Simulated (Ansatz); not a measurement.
Geometry relaxation, with input and output: Al₈O (part 3 of 3)

The same run, continued: Al₈O (slab, 9 atoms in the cell); DFT PBEsol, scalar-relativistic, plane waves, PAW, no spin polarisation (Ansatz 0.2.0); cutoff 420 eV, 12×12×1 k-mesh, Gaussian smearing of 0.1 eV. The structure derives from a Materials Project entry. The input holds or restrains some coordinates. Forces given for the steps count only the free coordinates. It belongs to a series of runs on one base structure; here: O put at a bridge Al-Al site.

Geometry of the input (Å; fractional positions):
```
2.8363  0.0000  0.0000
-1.4181  2.4563  0.0000
0.0000  0.0000  35.3138
Al 0.3333  0.6667  0.2407
Al 0.0000  0.0000  0.3067
Al 0.6667  0.3333  0.3727
Al 0.0000  0.0000  0.4387
Al 0.3333  0.6667  0.5042
Al 0.0000  0.0000  0.5704
Al 0.6667  0.3333  0.6368
Al 0.0000  0.0000  0.7041
O  0.5000  1.0000  0.7387
```

```
WARN: The output density's exchange-correlation potential varies sharply where the density is thin. Do not read a vacuum level from v_tot or v_xc, or from such a field of the output density. On a cell that repeats whose density bears no net charge and no dipole along the vacuum's axis use v_es (v_loc + v_h of the components); under efield.dipole_correction with no amplitude use v_es + v_field, which holds any external_charges[].barrier, or the levels of the report's work_function block, which leave it out; under a non-zero efield.amplitude the vacuum is tilted and has no level; on a cell that repeats and bears such a dipole with no correction it is tilted too, and efield.dipole_correction with no amplitude gives each side of its ramp a level where efield: is served; in a cell that repeats whose density bears a net charge (total_charge, or a fill off its count) it is curved and has none; of a slab under crystal.periodic whose density bears no net charge use v_es, which has a level on each side, short of where the two are joined; of another it falls or rises all the way out and has none; of a slab beside external_charges read slab_vacuum_level instead, which it has where they leave it neutral. The grid or the basis barely resolves most such structure, and the values can differ between equally converged runs; as a rule a tighter scf.convergence.dr2_threshold does not remove it. Where the density itself ripples (under the LDA too) a higher basis.ecutwfc lessens it. The files hold the spikes' plane waves up to the density's cutoff. Files: v_tot_of_output_density and the like, and their columns of v_z.tsv (output.write_potential); v_xc_of_output_density and the like, and their columns of v_comp_z.tsv (output.write_potential_components). Measured: with its Gaussian average of σ = 0.25 Å subtracted twice, the exchange-correlation potential is over 0.1 eV at 16 of the grid points where the equally averaged density (valence and model cores) is under 1e-3 e/Å³, and 0.160 eV at the most among them, at an averaged density of 2.8e-7 e/Å³. The input density's (outcome.potential() and, of a run that writes arrays, v_tot and v_xc) is over 0.1 eV, so measured, at 5 points of its own thin density, 0.106 eV at the most. See output.write_potential in the manual, Limitations
SCF converged after 7 iterations
Free energy (F): -4758.562177 eV
Harris-Foulkes:  -4758.562177 eV  (|F-HF|=2.54e-8)
Internal energy: -4758.546198 eV  (E = F + TS)
E sigma→0 (E₀):  -4758.554188 eV
Entropy (-TS):   -0.015979 eV (-1.775 meV/atom)
Fermi energy:    2.391783 eV
Dipole field:    D = -0.025405 V/Å  (p = -0.034541 e·Å, saw-weighted, corrected)
Work function:   Φ+ = 5.0791 eV   Φ− = 4.1819 eV
Levels:          The Fermi level and band energies are counted from a zero that moves with the ramp; work functions are not
--- Per-component energies (eV) ---
  E_band       = -100.266658
  E_kinetic    = 363.539756
  E_local      = -12755.514333  (includes V_loc(G=0)·N_el)
  E_nonlocal   = 131.702973
  E_hartree    = 6276.431385
  E_xc         = -389.151111
  E_vxc        = -328.073549  (∫ρ·V_xc dr)
  E_paw        = -3791.007581  (= ΣΔE_a)
  E_vpaw       = -65.649096  (= ΣTr[D̂ρ^β])
  E_aug_tail   = 0.002466  (compensation charges beyond the density's cutoff)
  E_efield     = 0.000439  (sawtooth field / dipole correction)
  E_vefield    = 0.875250  (∫n·V_field dr)
  E_ewald      = 5405.261409
  E_core_change = 0.188400  (= ΣΔE_core)
  E_smearing   = -0.015979  (= −TS)
  E_closure    = 0.000000  (closes the sum)
  Σ components = -4758.562177   (vs F -4758.562177, Δ=0.00e0)
--- Forces (eV/Å), atoms counted from 1 ---
  atom   1  Al     0.00000000    -0.00003027    -0.03717114
  atom   2  Al     0.00000000     0.00007325     0.03086910
  atom   3  Al    -0.00000000     0.00018166     0.02920005
  atom   4  Al    -0.00000000     0.00136426    -0.02619972
  atom   5  Al     0.00000000    -0.00074789     0.00635275
  atom   6  Al    -0.00000000    -0.00284693    -0.00811292
  atom   7  Al    -0.00000000     0.00379206     0.00524751
  atom   8  Al    -0.00000000    -0.00817511     0.01523137
  atom   9  O      0.00000000     0.00639520    -0.01537824
  max |Σ_I F_I| component: 3.88e-5 eV/Å
--- Band table (eV; the first three rows and the last of 43) ---
  k-point 0: bands = ["-18.8375", "-8.6947", "-8.3684", "-7.8334", "-7.1067", "-6.2245", "-5.2224", "-4.1064", "-2.8449", "-2.2545", "-2.2528", "-1.6128", "-0.0196", "1.6619", "3.4042", "5.0446", "6.2108", "6.8760", "7.2222", "7.9221", "8.1809", "9.2338", "9.6242", "10.8891"]
  k-point 1: bands = ["-18.7703", "-8.5250", "-8.1996", "-7.6667", "-6.9436", "-6.0673", "-5.0726", "-3.9608", "-2.7281", "-2.5969", "-2.3087", "-1.4564", "0.1440", "1.8301", "3.5788", "5.2308", "6.4007", "7.0452", "7.3780", "8.1004", "8.3297", "9.4039", "9.7296", "10.7054"]
  k-point 2: bands = ["-18.5805", "-8.0171", "-7.6953", "-7.1696", "-6.4598", "-5.6066", "-4.6401", "-3.5585", "-3.4189", "-2.4574", "-2.2687", "-1.0271", "0.5990", "2.2921", "4.0439", "5.6961", "6.9122", "7.3796", "7.7008", "7.7688", "7.9447", "8.3666", "8.6276", "8.8399"]
  k-point 42: bands = ["-17.6964", "-5.7997", "-4.1775", "-4.0972", "-3.8676", "-3.4142", "-2.9421", "-2.3312", "-1.4431", "-0.3762", "0.7263", "1.6443", "1.6761", "1.9202", "1.9963", "2.1952", "2.4617", "2.5340", "3.0048", "3.4623", "4.1578", "4.2457", "4.5462", "4.9338"]
--- Relaxed structure (9 steps of the walk, 9 accepted, 0 SCFs on fresh bases) ---
  F+E_penalty+E_count = -4758.56217693 eV   max|allowed force component| = 1.538e-2 eV/Å
  atoms:
    - { symbol: Al, position: [0.33333333335000004, 0.6666666667000001, 0.2406993656] }
    - { symbol: Al, position: [0.0, 0.0, 0.3066945262] }
    - { symbol: Al, position: [0.66666666665, 0.33333333330000003, 0.3726896867] }
    - { symbol: Al, position: [0.0, 0.0, 0.4386848473] }
    - { symbol: Al, position: [0.3341078697005667, 0.6682157394011334, 0.504639142698488] }
    - { symbol: Al, position: [0.0013208232443088846, 0.0026416464886177687, 0.5704261118063242] }
    - { symbol: Al, position: [0.6672643021433814, 0.33452860428676295, 0.6359790823156325] }
    - { symbol: Al, position: [0.0013375275264862234, 0.0026750550529724476, 0.7035767502194015] }
    - { symbol: O, position: [0.33457549553963817, 0.6691509910792764, 0.724182974965772] }
```

Trajectory as extended XYZ (Å, eV, eV/Å), 9 frames, from step=1 to step=9
```
9
Lattice="2.8363 0.0000 0.0000 -1.4181 2.4563 0.0000 0.0000 0.0000 35.3138" Properties=species:S:1:pos:R:3:forces:R:3 step=1 energy=-4756.60319
Al    0.0000    1.6375    8.5000    0.0000  -0.0015  -0.0075
Al    0.0000    0.0000   10.8305    0.0000   0.0024   0.0250
Al    1.4181    0.8188   13.1611    0.0000  -0.0050   0.0184
Al    0.0000    0.0000   15.4916    0.0000  -0.0002  -0.0635
Al    0.0000    1.6375   17.8037    0.0000   0.0129   0.0956
Al    0.0000    0.0000   20.1443    0.0000  -0.0012  -0.0026
Al    1.4181    0.8188   22.4875    0.0000   0.1087   0.0518
Al    0.0000    0.0000   24.8655    0.0000  -0.0051   4.5353
O     0.0000    2.4563   26.0855    0.0000  -0.1110  -4.6523
9
Lattice="2.8363 0.0000 0.0000 -1.4181 2.4563 0.0000 0.0000 0.0000 35.3138" Properties=species:S:1:pos:R:3:forces:R:3 step=2 energy=-4757.17280
Al    0.0000    1.6375    8.5000    0.0000  -0.0011  -0.0192
Al    0.0000    0.0000   10.8305    0.0000   0.0025   0.0267
Al    1.4181    0.8188   13.1611    0.0000  -0.0052   0.0218
Al    0.0000    0.0000   15.4916    0.0000   0.0079   0.0070
Al    0.0000    1.6581   17.8333    0.0000   0.0087  -0.0044
Al    0.0000    0.0338   20.1626    0.0000   0.0170   0.0084
Al    1.4181    0.8817   22.4984    0.0000   0.0286  -0.1156
Al    0.0000   -0.0641   24.8380    0.0000   0.1326   3.1615
O     0.0000    2.3601   25.9187    0.0000  -0.1910  -3.0851
9
Lattice="2.8363 0.0000 0.0000 -1.4181 2.4563 0.0000 0.0000 0.0000 35.3138" Properties=species:S:1:pos:R:3:forces:R:3 step=3 energy=-4757.60687
Al    0.0000    1.6375    8.5000    0.0000  -0.0007  -0.0135
Al    0.0000    0.0000   10.8305    0.0000   0.0020   0.0327
Al    1.4181    0.8188   13.1611    0.0000  -0.0051   0.0213
Al    0.0000    0.0000   15.4916    0.0000   0.0110  -0.0044
Al    0.0000    1.6674   17.8316    0.0000   0.0105   0.0121
Al    0.0000    0.0561   20.1633    0.0000   0.0242  -0.0150
Al    1.4181    0.9310   22.4937    0.0000   0.0388   0.1747
Al    0.0000   -0.0062   24.9365    0.0000   1.2970  -0.6712
O     0.0000    2.2139   25.7910    0.0000  -1.3778   0.4632
9
Lattice="2.8363 0.0000 0.0000 -1.4181 2.4563 0.0000 0.0000 0.0000 35.3138" Properties=species:S:1:pos:R:3:forces:R:3 step=4 energy=-4758.19427
Al    0.0000    1.6375    8.5000    0.0000  -0.0007  -0.0193
Al    0.0000    0.0000   10.8305    0.0000   0.0015   0.0364
Al    1.4181    0.8188   13.1611    0.0000  -0.0036   0.0207
Al    0.0000    0.0000   15.4916    0.0000   0.0119   0.0002
Al    0.0000    1.6713   17.8331    0.0000   0.0110   0.0154
Al    0.0000    0.0660   20.1686    0.0000   0.0198   0.0250
Al    1.4181    0.9576   22.5171    0.0000   0.0268   0.1314
Al    0.0000    0.1342   24.9611    0.0000   2.1583  -0.5801
O     0.0000    2.0305   25.7221    0.0000  -2.2247   0.3732
9
Lattice="2.8363 0.0000 0.0000 -1.4181 2.4563 0.0000 0.0000 0.0000 35.3138" Properties=species:S:1:pos:R:3:forces:R:3 step=5 energy=-4758.53699
Al    0.0000    1.6375    8.5000    0.0000  -0.0005  -0.0326
Al    0.0000    0.0000   10.8305    0.0000   0.0012   0.0345
Al    1.4181    0.8188   13.1611    0.0000  -0.0007   0.0252
Al    0.0000    0.0000   15.4916    0.0000   0.0166   0.0009
Al    0.0000    1.6853   17.8333    0.0000  -0.0001  -0.0034
Al    0.0000    0.0783   20.1629    0.0000   0.0074   0.0188
Al    1.4181    0.9463   22.4966    0.0000   0.0115  -0.0138
Al    0.0000    0.1776   24.8939    0.0000   0.7502  -0.2982
O     0.0000    1.8667   25.6073    0.0000  -0.7862   0.2707
9
Lattice="2.8363 0.0000 0.0000 -1.4181 2.4563 0.0000 0.0000 0.0000 35.3138" Properties=species:S:1:pos:R:3:forces:R:3 step=6 energy=-4758.56109
Al    0.0000    1.6375    8.5000    0.0000  -0.0004  -0.0360
Al    0.0000    0.0000   10.8305    0.0000   0.0008   0.0323
Al    1.4181    0.8188   13.1611    0.0000   0.0004   0.0279
Al    0.0000    0.0000   15.4916    0.0000   0.0152  -0.0138
Al    0.0000    1.6814   17.8268    0.0000  -0.0012   0.0021
Al    0.0000    0.0751   20.1532    0.0000  -0.0004  -0.0040
Al    1.4181    0.9224   22.4733    0.0000  -0.0008  -0.0038
Al    0.0000    0.1378   24.8622    0.0000  -0.0093  -0.0327
O     0.0000    1.7749   25.5872    0.0000  -0.0064   0.0297
9
Lattice="2.8363 0.0000 0.0000 -1.4181 2.4563 0.0000 0.0000 0.0000 35.3138" Properties=species:S:1:pos:R:3:forces:R:3 step=7 energy=-4758.56109
Al    0.0000    1.6375    8.5000    0.0000  -0.0004  -0.0360
Al    0.0000    0.0000   10.8305    0.0000   0.0008   0.0322
Al    1.4181    0.8188   13.1611    0.0000   0.0004   0.0278
Al    0.0000    0.0000   15.4916    0.0000   0.0152  -0.0137
Al    0.0000    1.6814   17.8268    0.0000  -0.0012   0.0018
Al    0.0000    0.0751   20.1532    0.0000  -0.0004  -0.0039
Al    1.4181    0.9224   22.4733    0.0000  -0.0008  -0.0033
Al    0.0000    0.1378   24.8622    0.0000  -0.0101  -0.0325
O     0.0000    1.7749   25.5872    0.0000  -0.0035   0.0276
9
Lattice="2.8363 0.0000 0.0000 -1.4181 2.4563 0.0000 0.0000 0.0000 35.3138" Properties=species:S:1:pos:R:3:forces:R:3 step=8 energy=-4758.56167
Al    0.0000    1.6375    8.5000    0.0000  -0.0002  -0.0365
Al    0.0000    0.0000   10.8305    0.0000   0.0006   0.0313
Al    1.4181    0.8188   13.1611    0.0000   0.0004   0.0286
Al    0.0000    0.0000   15.4916    0.0000   0.0117  -0.0210
Al    0.0000    1.6708   17.8233    0.0000  -0.0007   0.0005
Al    0.0000    0.0584   20.1463    0.0000  -0.0014   0.0001
Al    1.4181    0.8970   22.4645    0.0000  -0.0026  -0.0014
Al    0.0000    0.0981   24.8522    0.0000  -0.0037  -0.0004
O     0.0000    1.7355   25.5790    0.0000  -0.0041  -0.0012
9
Lattice="2.8363 0.0000 0.0000 -1.4181 2.4563 0.0000 0.0000 0.0000 35.3138" Properties=species:S:1:pos:R:3:forces:R:3 step=9 energy=-4758.56218
Al    0.0000    1.6375    8.5000    0.0000   0.0000  -0.0372
Al    0.0000    0.0000   10.8305    0.0000   0.0001   0.0309
Al    1.4181    0.8188   13.1611    0.0000   0.0002   0.0292
Al    0.0000    0.0000   15.4916    0.0000   0.0014  -0.0262
Al    0.0000    1.6413   17.8207    0.0000  -0.0007   0.0064
Al    0.0000    0.0065   20.1439    0.0000  -0.0028  -0.0081
Al    1.4181    0.8217   22.4588    0.0000   0.0038   0.0052
Al    0.0000    0.0066   24.8459    0.0000  -0.0082   0.0152
O     0.0000    1.6436   25.5736    0.0000   0.0064  -0.0154
```

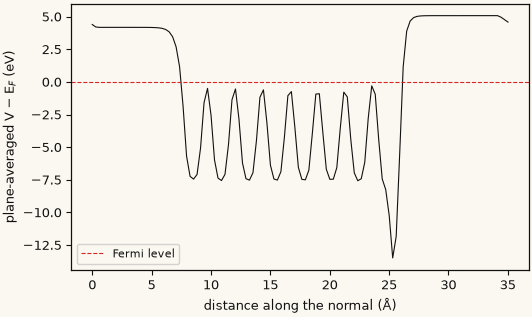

Fig. 1: Plane average of the electrostatic potential energy of an electron across the cell, from the Fermi level. The vacuum level lies 5.08 eV above the Fermi level on the upper side and 4.18 eV on the lower.

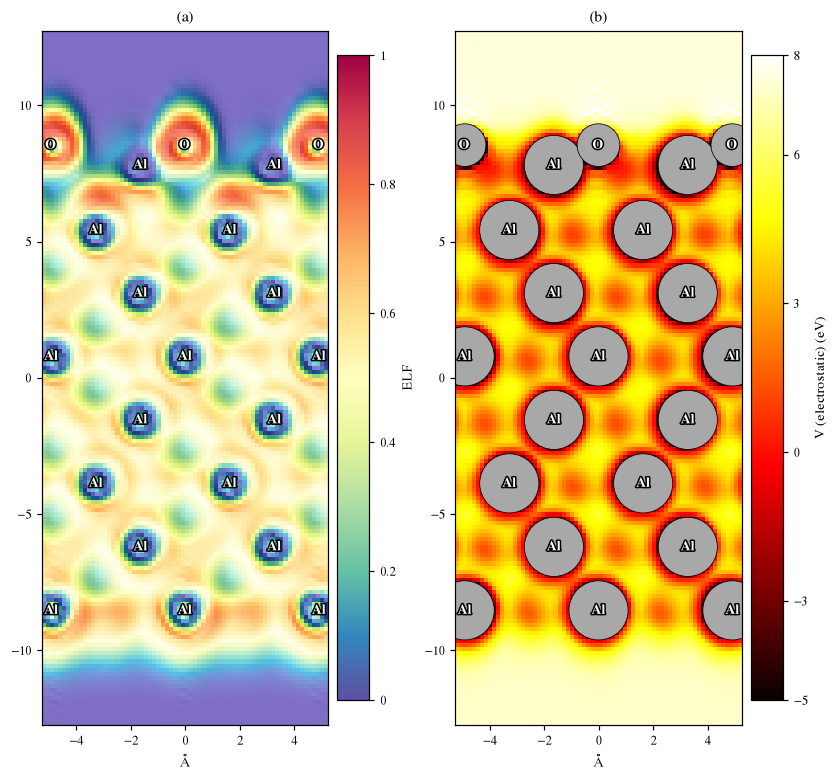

Fig. 2: (a) ELF; (b) electrostatic potential (local pseudopotential plus Hartree) felt by an electron on the (110) plane of the calculation cell, a cut from vacuum to vacuum. Grey discs, where drawn, cover atomic cores. Al–O (1.79 Å): the ELF is about 0.80 at the midpoint. Core electrons are frozen (PAW), so the fields are smoothed inside the atomic spheres.

Results in brief

| quantity | value |
| --- | --- |
| outcome | converged under the restraints of the input |
| electrons treated | 30 |
| free energy | −4758.5622 eV |
| work function, top face | 5.08 eV |
| work function, bottom face | 4.18 eV |
| Fermi energy | 2.392 eV |
| gap on the k-point mesh | none (metallic) |
| final volume | 246.02 Å³ |
| work function (upper face) | 5.08 eV |
| largest force (length of the vector) at the end, held atoms and coordinates included | 0.037 eV/Å |
| wall time | 2.4 min (CPU time 4.7 min) |
| peak memory | 0.6 GiB |

Notes

The program warns: the exchange-correlation potential is rough where the density is thin.
